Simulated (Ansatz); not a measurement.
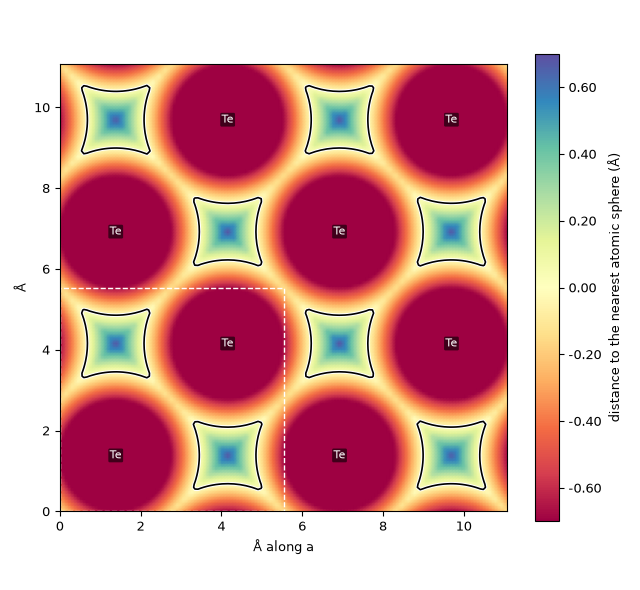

Map of the distance to the nearest atomic sphere in BeTe (F-43m), computed on the section z = 0.250 (parallel to a and b; the dashed line is one cell). The black line marks the spheres' surfaces; positive values are empty space; unlabelled circles belong to atoms above or below the section.

Hard-sphere model; Shannon crystal radii (six-coordinate where tabulated): Be 0.59 Å, Te 2.07 Å.

Origin of the cell: a calculation's input that goes back to an entry of the Crystallography Open Database (an earlier step may have relaxed or displaced it).

```yaml
crystal:
  lattice:
    - [5.54000, 0.00000, 0.00000]
    - [0.00000, 5.54000, 0.00000]
    - [0.00000, 0.00000, 5.54000]
  atoms:
    - { symbol: Be, position: [0.00000, 0.00000, 0.00000] }
    - { symbol: Te, position: [0.25000, 0.25000, 0.25000] }
    - { symbol: Be, position: [0.00000, 0.50000, 0.50000] }
    - { symbol: Te, position: [0.25000, 0.75000, 0.75000] }
    - { symbol: Be, position: [0.50000, 0.00000, 0.50000] }
    - { symbol: Te, position: [0.75000, 0.25000, 0.75000] }
    - { symbol: Be, position: [0.50000, 0.50000, 0.00000] }
    - { symbol: Te, position: [0.75000, 0.75000, 0.25000] }
```

### Where is the largest hole in this section, and how large is it?

At 0.250, 0.750, 0.250 (fractional), where the distance reaches 0.70 Å; it is enclosed by 6 Te in an octahedral arrangement. It is the largest hole of the crystal.

### How much of the crystal lies outside the spheres?

About 14 % of the cell's volume, and 15 % of this section's area.

### What can pass through?

The largest sphere that fits anywhere has a diameter of 1.40 Å; the largest that can travel through the crystal, about 0.4 Å.
